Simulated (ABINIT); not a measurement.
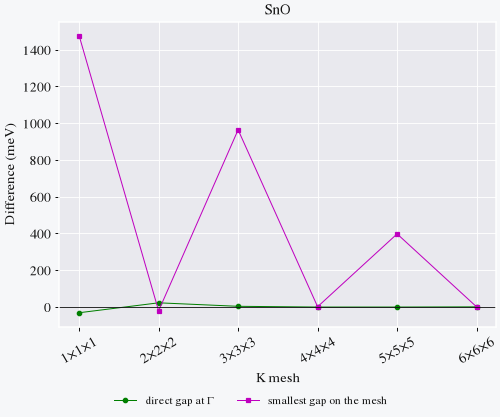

Gaps of SnO, space group P1 (No. 1), 4 atoms in the cell, atoms moved at random, drawn with an rms of 0.05 Å (a = 3.81 Å, b = 3.81 Å, c = 4.89 Å, α = 90.00°, β = 90.00°, γ = 90.00°) as the k mesh is raised, all else fixed. The plot shows differences from the last run, and for the smallest gap from the finest mesh that holds both band edges. The cell is at 10 GPa in BLYP. Method: BLYP, JTH PAW PBE v2.0, no spin polarisation, no spin-orbit coupling, 626 eV cutoff, Methfessel-Paxton smearing of 0.1 eV (ABINIT 10.8.3 (patched build)).

Question: Which k mesh is enough for 10 meV?

Answer: The direct gap at Γ starts −32 meV from the last run and stays within 10 meV of it from 3×3×3 on. The smallest gap needs the band edges (Γ and M) on the mesh. The meshes that have them give 0.607 eV (2×2×2), 0.630 eV (4×4×4) and 0.629 eV (6×6×6), the last being the best value; the others give 2.105 eV (1×1×1), 1.593 eV (3×3×3) and 1.026 eV (5×5×5).

| k mesh | direct gap at Γ (eV) | smallest gap on the mesh (eV) |
| --- | --- | --- |
| 1×1×1 | 2.105 | 2.105 |
| 2×2×2 | 2.159 | 0.607 |
| 3×3×3 | 2.140 | 1.593 |
| 4×4×4 | 2.136 | 0.630 |
| 5×5×5 | 2.136 | 1.026 |
| 6×6×6 | 2.137 | 0.629 |

The PAW data sets were made with another functional. LDA, GGA and most meta-GGA functionals understate gaps. The cell is a database's computed one.
